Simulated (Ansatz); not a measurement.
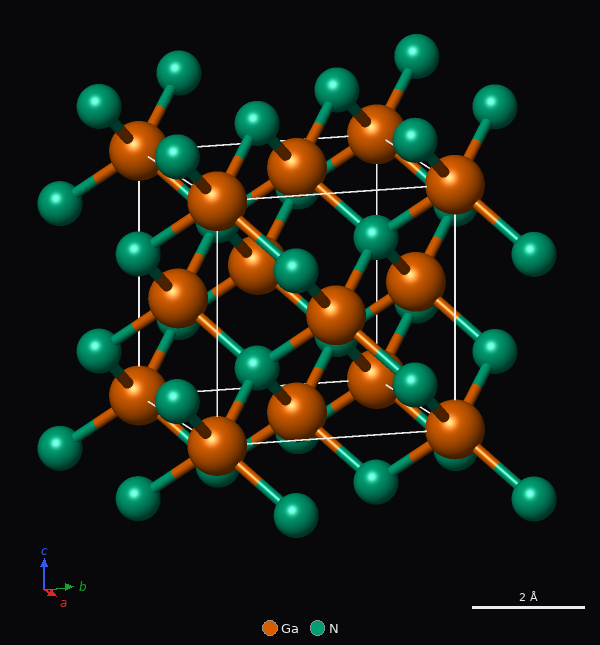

This is solid GaN (built on the zincblende type) at its r2SCAN-relaxed geometry. The picture is a ball-and-stick view of the conventional cell (4 times the calculation's cell), seen slightly off an axis. Lengths and directions refer to the drawn axes.

All numbers below come from Ansatz 0.2.0, DFT, HSE06, plane waves, PAW. Settings: plane-wave cutoff 420 eV; k-point mesh 6 × 6 × 6; occupations fixed; no spin polarisation.

Change: The cell is strained by +2.5 % along b and none across it (volume +2.5 %). The atoms were relaxed with r2SCAN under that strain, and this is a single point on that geometry.

Q: Predict the response.

A: Some distances before and after: Ga–N 1.948 → 1.964 Å. The space group (tolerance 0.01 Å) goes from F-43m (No. 216) to I-4m2 (No. 119). The energy rises by 6.3 meV per atom. The pressure goes from 0.0 to −4.7 GPa. The principal stresses (compression positive) are −7.1 GPa along b and −3.5 GPa across it. All forces vanish by symmetry.

Drawn alike, the variant:

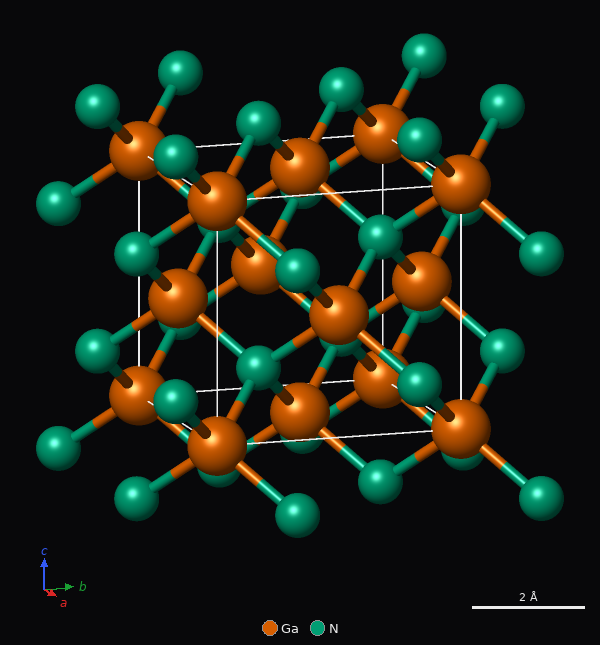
